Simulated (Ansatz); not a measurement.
```
Co
1.0
     1.41127    1.37182   -1.37438
    -1.41457    1.39291    1.39216
     1.44298   -1.37513    1.40278
Co
1
Cartesian
  0.0000 0.0000 0.0000
```

Space group P-1; a structure from a database of computed crystals, not necessarily the ambient phase; computed pressure about −10 GPa in this cell; the program warned that no starting moments were given; spin-polarised, but the moments vanished.

All numbers below come from Kohn-Sham DFT of a periodic cell, PBE, Ansatz PAW in Ansatz 0.2.0.

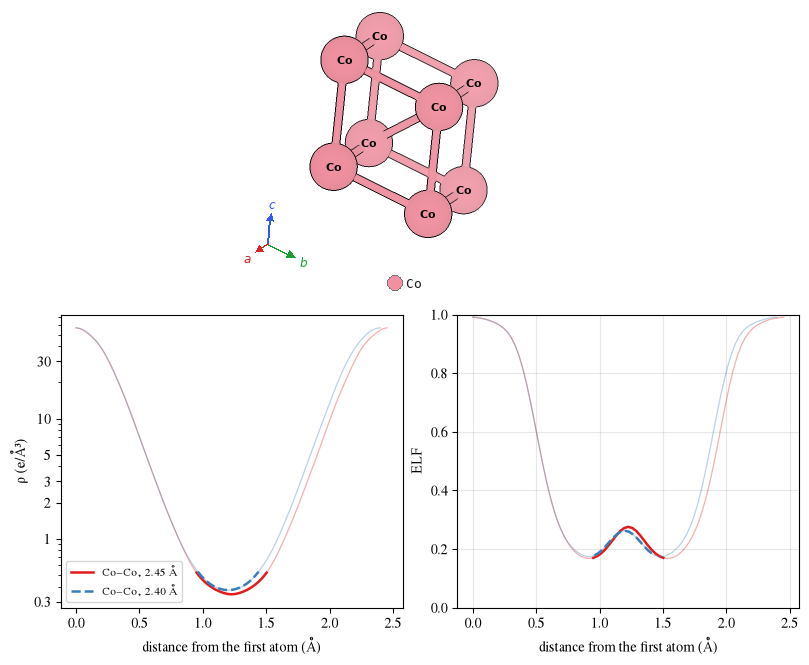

Co. Valence pseudo-density and electron localisation function along straight lines between neighbouring atoms. Thin, pale parts lie inside the atomic spheres. The structure is drawn too.

In a PAW calculation such maps are meaningful between the atoms, not at the nuclei.

> What can be read from the curves?

Co–Co (2.45 Å): the density is about 0.34 e/Å³ at the midpoint; the ELF is about 0.30 at the midpoint: no localised pair shows between them.
Co–Co (2.40 Å): ρ is about 0.37 e/Å³ halfway; the ELF is about 0.25 at the midpoint; no localised pair shows between them.
